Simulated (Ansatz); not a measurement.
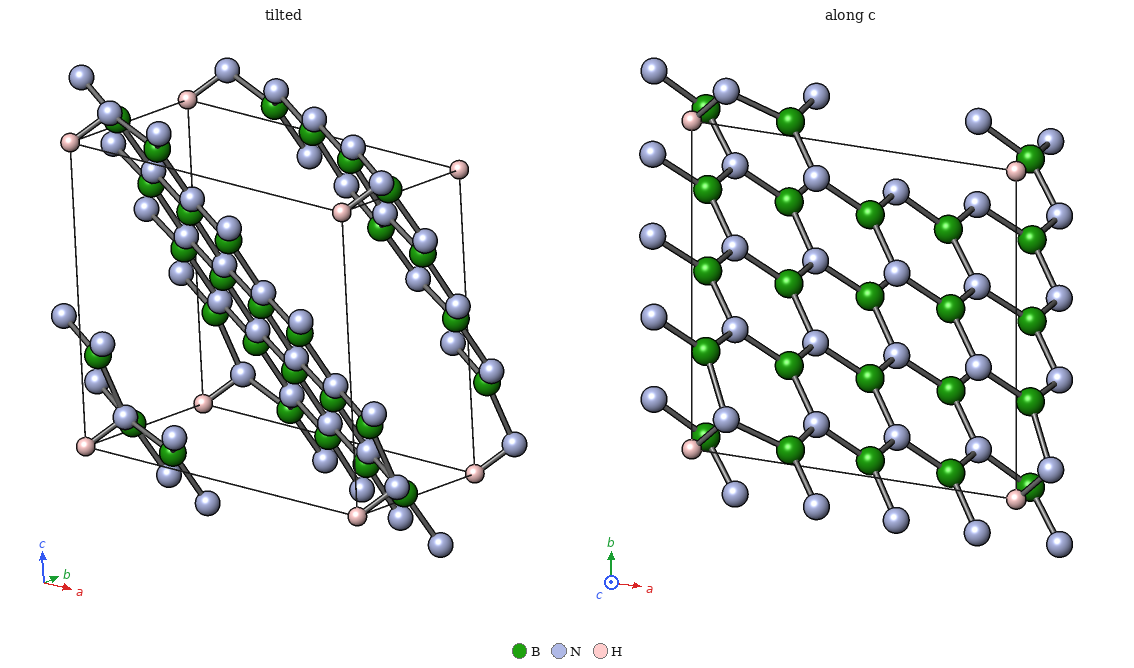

Shown here is a ball-and-stick view of the crystal, taken slightly off an axis and along the c axis. Lines trace the edges of the simulation cell. Some neighbours outside the box are added. Cell: a = 6.660 Å, b = 6.660 Å, c = 6.660 Å, α = 97.63°, β = 97.63°, γ = 97.63°.

Notes on the structure:

- Formula: B16HN16.
- In the cell are 16 B, 1 H, 16 N, which makes 1 formula unit.
- The neighbours of B are three N in a distorted trigonal planar arrangement at about 1.4 to 1.5 Å. About every H there is one N at about 1.0 Å.
- The bonds build B16HN16 layers parallel to (111).

The structure comes from a structure listed in the Materials Project, repeated into a supercell with a point defect put in. The atoms were relaxed in a fixed cell with DFT PBE+D3(BJ), scalar-relativistic, plane waves, PAW in Ansatz 0.2.0.
